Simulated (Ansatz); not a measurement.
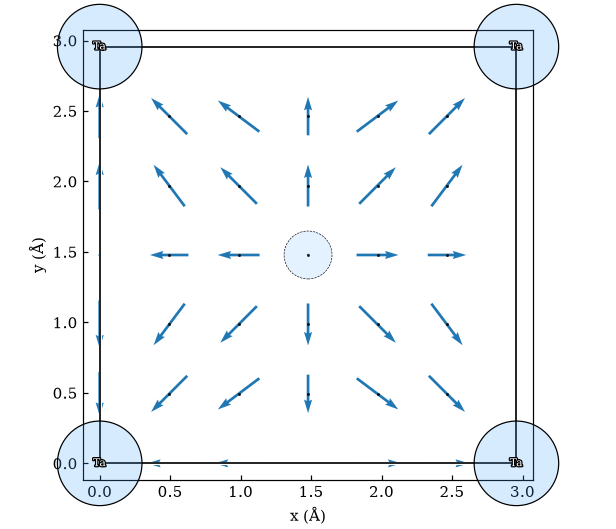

Si on a Ta(100) slab cut from the Fm-3m phase, its upper half relaxed before the scan (12 atoms of substrate and one adsorbate in a 2 × 2 cell). Si is moved over the surface cell at a fixed height above a rigid substrate; the origin of the map has the adsorbate above Ta9; the height is held at 3.30 Å. Places are given modulo a cell vector. The map is drawn in real space over the plane of the surface. The grid has 6 × 6 points; 10 points were computed and 26 follow by symmetry. Places are given in fractions of the 1 × 1 surface cell. The runs have no spin polarisation, so an open-shell adsorbate far from the surface lies too high. At a fixed height the lowest place need not be the adsorption site. Computed with DFT PBE+D3(BJ), scalar-relativistic, plane waves, PAW (Ansatz). Settings: cutoff 420 eV, k-mesh 5×5×1, gaussian smearing 0.1 eV, no spin polarisation.

Drawn: dots at the grid points, arrows along the force (downhill), their lengths compressed, labelled circles for the atoms of the top layer and small ones for the second layer, the outline of one cell of the plane.

The arrows alone are given. Where is the energy lowest?

The arrows converge at the top site over a surface Ta atom, (0/6, 0/6) of the cell vectors (read from the interpolated surface).

The energy map of the same scan:

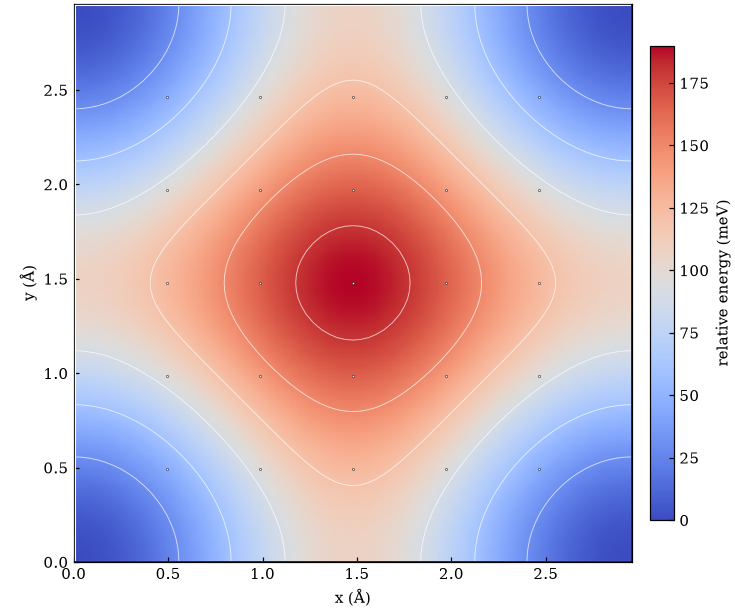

Energies are in meV, from the lowest grid point; between grid points the surface is interpolated.

PAW datasets: the set soft_1.
